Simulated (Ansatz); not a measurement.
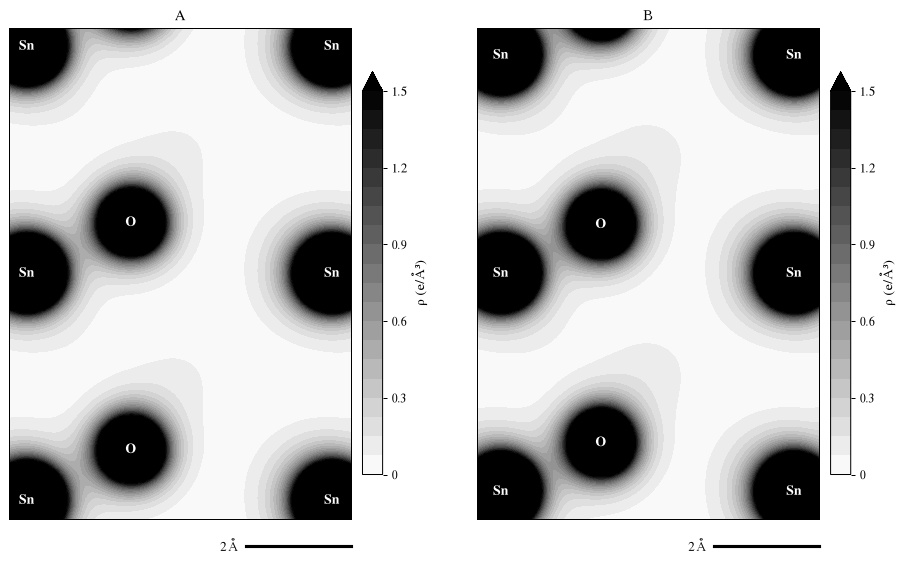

SnO. The valence pseudo-density of two cells that differ in size, on the (100) plane of each (indices in the axes of the calculation cell), at one length scale and on one colour scale: A has 21.3 Å³ an atom and B 18.9.

Theory: Ansatz, Kohn-Sham DFT of a periodic cell, LDA, Ansatz PAW.

In a PAW calculation such maps are meaningful between the atoms, not at the nuclei.

The larger cell:

```cif
data_structure
_symmetry_space_group_name_H-M 'P 1'
_symmetry_Int_Tables_number 1
_cell_length_a 3.4208
_cell_length_b 5.7854
_cell_length_c 4.3048
_cell_angle_alpha 90.000
_cell_angle_beta 90.000
_cell_angle_gamma 90.000
_cell_volume 85.19
loop_
_atom_site_label
_atom_site_type_symbol
_atom_site_fract_x
_atom_site_fract_y
_atom_site_fract_z
_atom_site_occupancy
Sn1 Sn 0.50000 0.76809 0.01314 1
Sn2 Sn 0.00000 0.23191 0.51314 1
O1 O 0.50000 0.10875 0.23686 1
O2 O 0.00000 0.89125 0.73686 1
```

The smaller cell: a = 3.287 Å, b = 5.558 Å, c = 4.136 Å, α = 90.00°, β = 90.00°, γ = 90.00°.

> What changes from the larger cell to the smaller?

From the larger cell to the smaller, Sn–O goes from 2.19 to 2.11 Å, and the density at its midpoint from 0.51 to 0.61 e/Å³; the pressure goes from −9 to −0.8 GPa; the Kohn–Sham gap goes from 1.5 eV to 1.4 eV.
